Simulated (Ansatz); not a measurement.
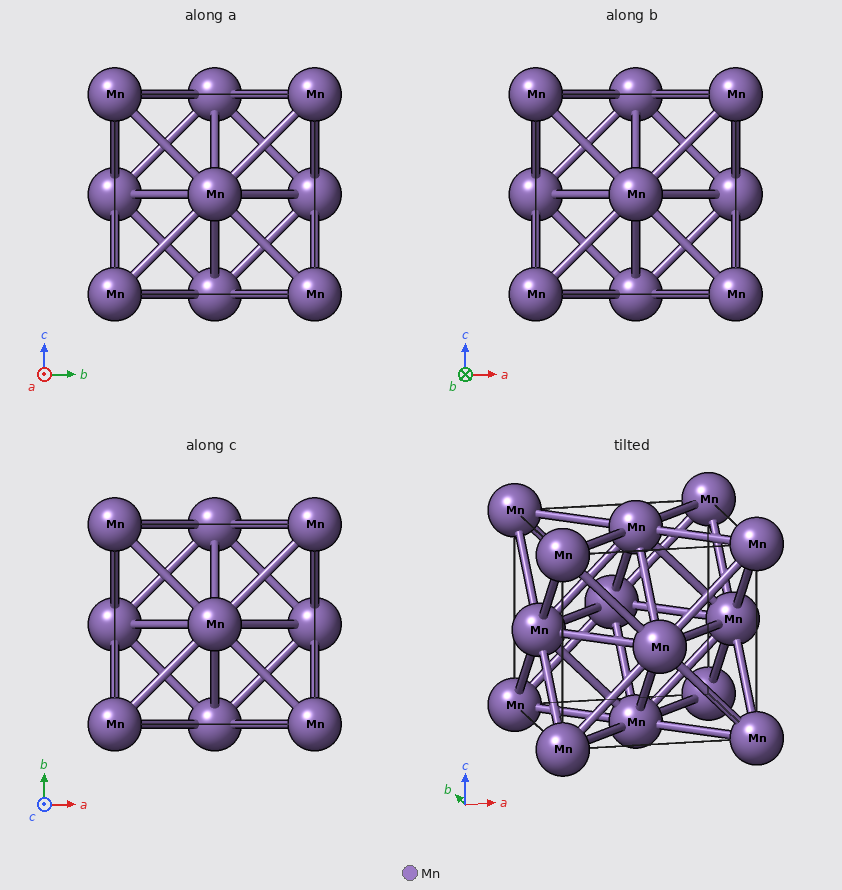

This ball-and-stick model is shown along the a axis, along the b axis, along the c axis and slightly off an axis. The parallelepiped is the conventional unit cell.

Lattice parameters: a = 3.611 Å, b = 3.611 Å, c = 3.611 Å, α = 90.00°, β = 90.00°, γ = 90.00°.

Q: Put the structure into a table of Wyckoff sites.

A: Space group Fm-3m (No. 225).
```json
{"atom": "Mn", "site": "4a", "x": "0.0000", "y": "0.0000", "z": "0.0000"}
```

Provenance: a structure type filled with this element by a generator (whether the element takes this form wasn't checked). Earlier steps of the study may have refined or changed the cell and positions. Ansatz was used for an electronic-structure calculation on it.

At this level of theory the cell isn't at rest (stretched, at -17 GPa), so its distances can differ from those at equilibrium, the more so the softer the solid.
